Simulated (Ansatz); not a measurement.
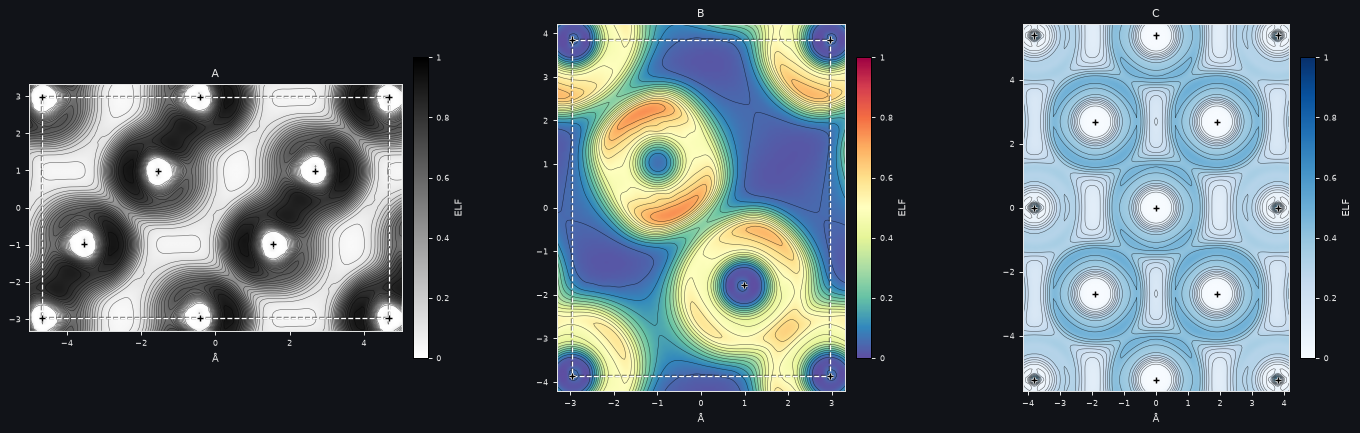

The ELF of 3 systems, each on a plane through atoms (crosses mark nuclei in the plane).

Level of theory: Kohn-Sham DFT of a periodic cell, PBEsol, Ansatz PAW in Ansatz 0.2.0.

System 1: GaSb3, the (110) plane of the conventional cell. Space group Fm-3m; a structure from a database of computed crystals, not necessarily the ambient phase; computed pressure about −6 GPa in this cell.

System 2: Te, the (110) plane of the conventional cell. Space group P3₁21.

```xyz
3
Lattice="4.4540 0.0000 0.0000 -2.2270 3.8573 0.0000 0.0000 0.0000 5.9240" Properties=species:S:1:pos:R:3 pbc="T T T"
Te    1.6279    2.8197    0.0000
Te   -0.5991    1.0376    3.9494
Te    1.1981    0.0000    1.9746
```

System 3: P, the (110) plane of the conventional cell. Space group R-3m; a structure from a database of computed crystals, not necessarily the ambient phase; not relaxed (largest force 0.4 eV/Å).

```cif
data_structure
_symmetry_space_group_name_H-M 'P 1'
_symmetry_Int_Tables_number 1
_cell_length_a 3.4283
_cell_length_b 3.4283
_cell_length_c 9.3260
_cell_angle_alpha 90.000
_cell_angle_beta 90.000
_cell_angle_gamma 120.000
_cell_volume 94.93
loop_
_atom_site_label
_atom_site_type_symbol
_atom_site_fract_x
_atom_site_fract_y
_atom_site_fract_z
_atom_site_occupancy
P1 P 0.66667 0.33333 0.10625 1
P2 P 0.33333 0.66667 0.43959 1
P3 P 0.00000 0.00000 0.77292 1
P4 P 0.00000 0.00000 0.22708 1
P5 P 0.66667 0.33333 0.56041 1
P6 P 0.33333 0.66667 0.89375 1
```

Question: Match each panel to its system.

Answer: Panel A is system 3, P: the plane holds P. P–P (2.28 Å): the ELF peaks at about 0.90 between the atoms. Panel B is system 2, Te: the plane holds Te. Te–Te (2.86 Å): the ELF peaks at about 0.65 between the atoms. Panel C is system 1, GaSb3: the plane holds Sb and Ga. Ga–Sb (3.29 Å): the ELF is about 0.35 at the midpoint.
